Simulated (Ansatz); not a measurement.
Consider Si₃C₂.

```xyz
5
Lattice="2.7707 0.0000 0.0000 -1.3853 2.3995 0.0000 0.0000 0.0000 9.9951" Properties=species:S:1:pos:R:3 pbc="T T T"
Si    0.0000    0.0000    7.5555
Si    0.0000    0.0000    2.4396
Si    0.0000    0.0000    4.9976
C     0.0000    0.0000    9.3728
C     0.0000    0.0000    0.6223
```

Space group P6/mmm; a structure generated by program, which may or may not match a known phase.

The calculation used DFT PBE, scalar-relativistic, plane waves, PAW in Ansatz 0.2.0.

Question: What will maps of the valence pseudo-density and electron localisation function show?

Answer: C–C (1.24 Å): ρ at the midpoint is about 2.7 e/Å³; the ELF peaks at about 0.90 between the atoms.
Si–C (1.82 Å): the density is about 0.97 e/Å³ at the midpoint; the ELF peaks at about 0.95 between the atoms.
Si–Si (2.56 Å): the density is about 0.4 e/Å³ at the midpoint; the ELF peaks at about 0.90 between the atoms.

Question: Metal or insulator at this level of theory?

Answer: It is gapless in this calculation (a metal or semimetal).

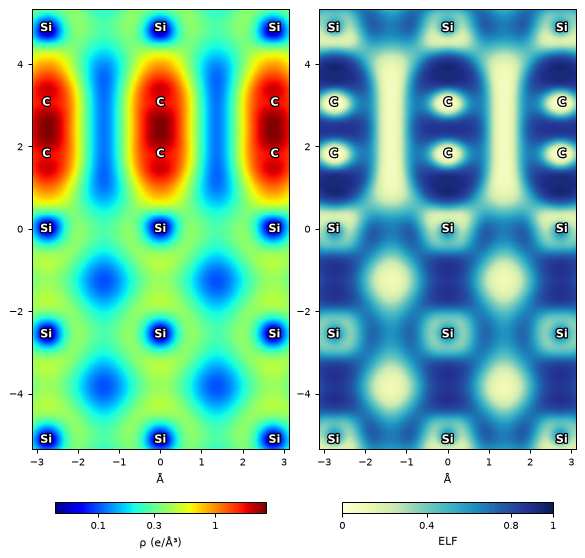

Computed valence pseudo-density and electron localisation function on the (100) plane of the conventional cell, in this order. 

In a PAW calculation such maps are meaningful between the atoms, not at the nuclei.
